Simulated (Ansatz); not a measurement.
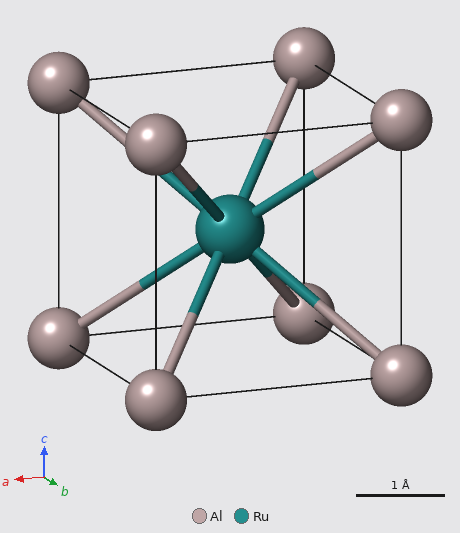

The starting point is crystalline AlRu (set up in Pm-3m). Style: ball-and-stick. Shown: the cell of the calculation, from a free direction.

The calculation used Ansatz, DFT PBE, scalar-relativistic, plane waves, PAW. (plane-wave cutoff 420 eV; k-point mesh 14 × 14 × 14; occupations gaussian; smearing width 0.1 eV; no spin polarisation)

Change: All lengths are scaled by −3.1 % (volume −9.0 %), the atoms keeping their fractional coordinates. No relaxation follows.

The input:
```yaml
crystal:
  lattice:
    - [2.911114636, 0.0, 0.0]
    - [0.0, 2.911114636, 0.0]
    - [0.0, 0.0, 2.911114636]
  atoms:
    - { symbol: Al, position: [0.0, 0.0, 0.0] }
    - { symbol: Ru, position: [0.5, 0.5, 0.5] }
basis:
  ecutwfc: 420
kpoints:
  mp_grid: { grid: [14, 14, 14] }
hamiltonian:
  xc: pbe
scf:
  occupations: { method: gaussian, width: 0.1 }
output:
  forces: true
  stress: true
  eigenvalues: true
```

Run as
```bash
ansatz run input.yaml --threads 1 --pin off --max-ram 2560MiB --backend cpu --events-out ev --progress --plain --runs-dir out
```

What is the effect?

Answer. Energy change: +82.1 meV per atom. Pressure: 0.0 GPa before, 23.6 GPa after. All forces vanish by symmetry. Both are metals. Some distances before and after: Al–Ru 2.602 → 2.521 Å. The space group stays Pm-3m (No. 221).

The changed structure in the same view:

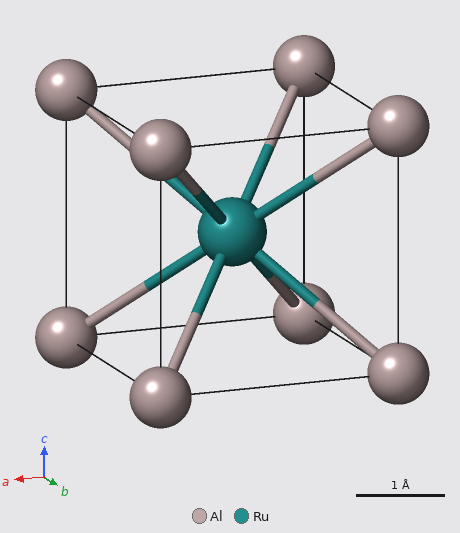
